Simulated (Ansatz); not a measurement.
Input file:

```
crystal:
  lattice:
    - [3.567, 0.0, 0.0]
    - [0.0, 3.567, 0.0]
    - [0.0, 0.0, 3.567]
  atoms:
    - { symbol: C, position: [0.0, 0.0, 0.0] }
    - { symbol: C, position: [0.0, 0.5, 0.5] }
    - { symbol: C, position: [0.5, 0.0, 0.5] }
    - { symbol: C, position: [0.5, 0.5, 0.0] }
    - { symbol: C, position: [0.25, 0.25, 0.25] }
    - { symbol: C, position: [0.25, 0.75, 0.75] }
    - { symbol: C, position: [0.75, 0.25, 0.75] }
    - { symbol: C, position: [0.75, 0.75, 0.25] }
scf:
  occupations: { method: fixed }
output:
  forces: true
  stress: true
  eigenvalues: true
  write_density: true
  write_potential: true
  elf: true
  volumetric_format: npy
hamiltonian:
  xc: pbe
kpoints:
  mp_grid: { grid: [6, 6, 6] }
basis:
  ecutwfc: 520
relax:
  f_tol: 0.002
  max_steps: 60
  cell: { stress_tol: 0.05 }
```

Command:

```sh
ansatz run input.yaml --threads 8 --pin off --max-ram 18432MiB --backend cpu --events-out ev --progress --plain --runs-dir out
```

Below, planes, directions and counts refer to the conventional cell (a = 3.57 Å, b = 3.57 Å, c = 3.57 Å, α = 90.00°, β = 90.00°, γ = 90.00°).

The fields are those of the relaxed geometry.

Space group Fd-3m; a generated structure, not necessarily the stable one.

Theory: Ansatz 0.2.0, DFT PBE, scalar-relativistic, plane waves, PAW.

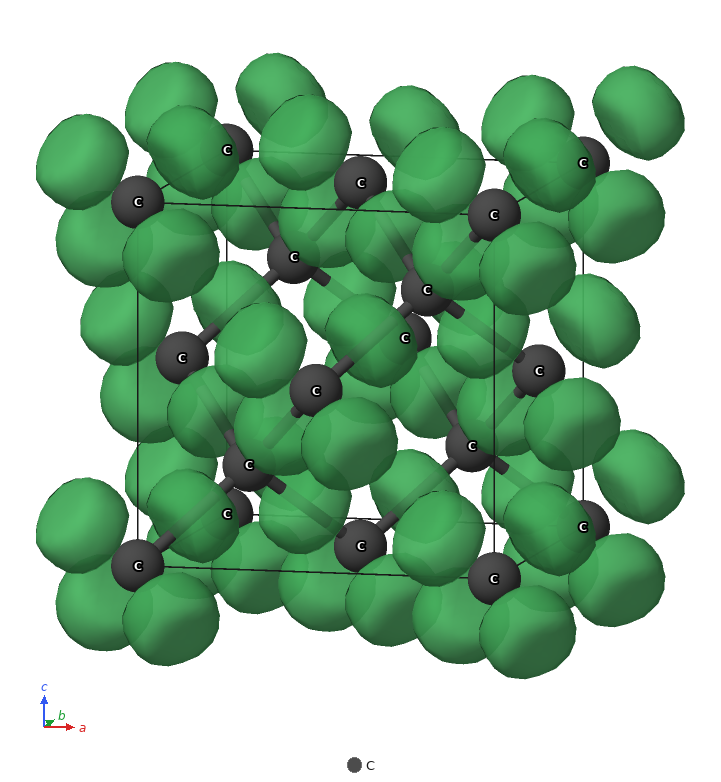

C. Isosurface of the electron localisation function at 0.75 (green), seen slightly off an axis. Only the valence region is drawn (cores and ρ < 0.01 e/Å³ removed). Sticks mark near contacts.

Core electrons are frozen (PAW), and the valence fields are smoothed inside the atomic spheres.

### Describe the localisation domains.

The surface consists of 16 regions between bonded C–C atoms (shared pairs), counted in one cell of 8 atoms. Regions shared between cells count once. Profiles from the grid: C–C (1.55 Å): the ELF peaks at about 0.95 between the atoms: a covalent bond.

### Does the calculation give a band gap?

It is gapped, with a Kohn–Sham gap of 4.2 eV on the k-point mesh, an upper bound to the gap of this method.
